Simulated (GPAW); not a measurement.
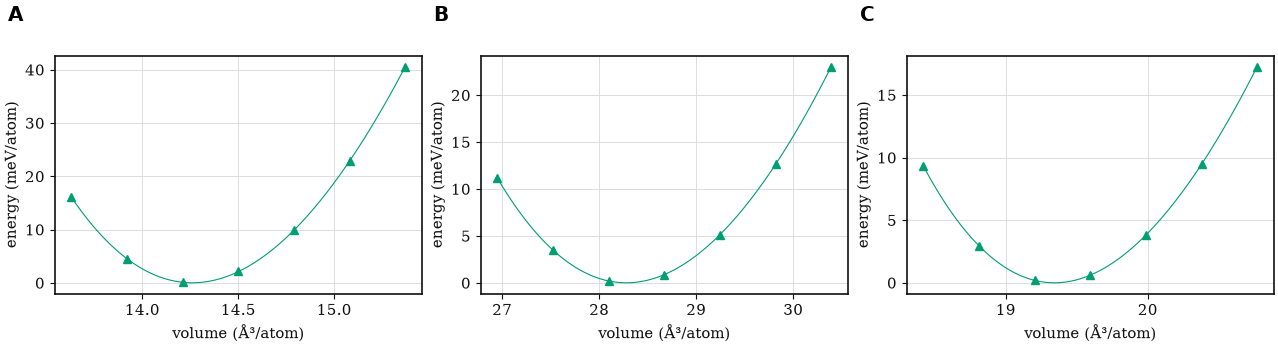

Each panel shows the energy against volume for one of these solids: Ga, Cmce (No. 64); PbSe, Fm-3m (No. 225); YN, Fm-3m (No. 225).

Method: PAW DFT in plane waves, on a grid or in atomic orbitals, no spin polarisation; energies at scaled volumes of the given cell, shape and fractions fixed, counted from the fit's minimum, third-order Birch-Murnaghan fit (GPAW 26.7.0). Level: PBEsol.

Q: Which panel belongs to which solid?

A: A is YN (energy from 0.08 meV/atom to 40.59 meV/atom, V0 14.26 Å³/atom, B0 171 GPa); B is PbSe (energy from 0.19 meV/atom to 23.04 meV/atom, V0 28.28 Å³/atom, B0 52.8 GPa); C is Ga (energy from 0.19 meV/atom to 17.26 meV/atom, V0 19.34 Å³/atom, B0 61.1 GPa).

For Ga, limits of the calculation: shape and atomic fractions are frozen while scaling, which makes layered, chain and framework solids too stiff.

For PbSe, limits of the calculation: spin-orbit coupling left out, heavy elements.
